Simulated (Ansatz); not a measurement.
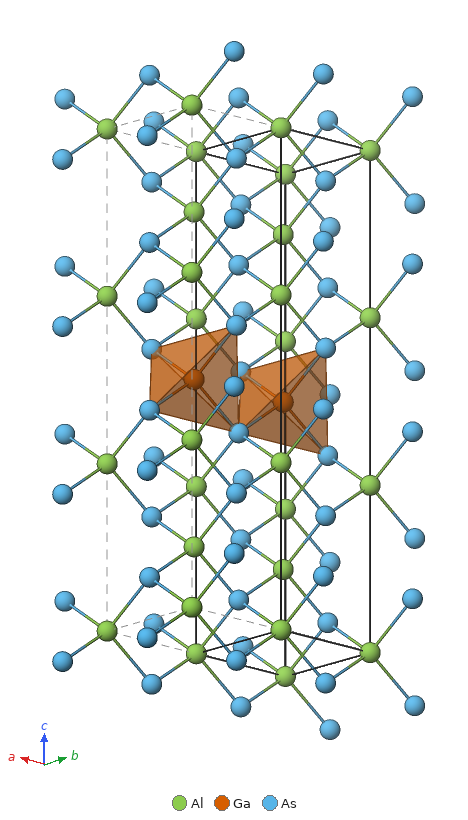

Polyhedral model, viewed from a general direction. The picture spans 2×1×1 cells, one conventional unit cell being drawn with solid lines. Some atoms of the next cells are drawn as well.

Al5GaAs6, space group P-4m2 (No. 115), a = 4.05 Å, b = 4.05 Å, c = 17.18 Å, α = 90.00°, β = 90.00°, γ = 90.00°.

Level of theory: Ansatz 0.2.0, DFT PBEsol, scalar-relativistic, plane waves, PAW. Settings were 420 eV cutoff, 8×8×2 k-mesh, Gaussian smearing of 0.02 eV, no spin polarisation.

### What is the electronic character?

A semiconductor at this level, with a gap of 1.32 eV, direct.

### Give the pressure and its sign.

The computed pressure is -2.1 GPa (stretched: it would shrink).

Starting structure: a structure type filled with these elements by a generator (whether the compound takes this form wasn't checked). Earlier steps of the study, as a rule a relaxation of our own, may have changed the cell and positions, so they can lie some per cent off the listed ones. Ansatz was used for an electronic-structure calculation on it.
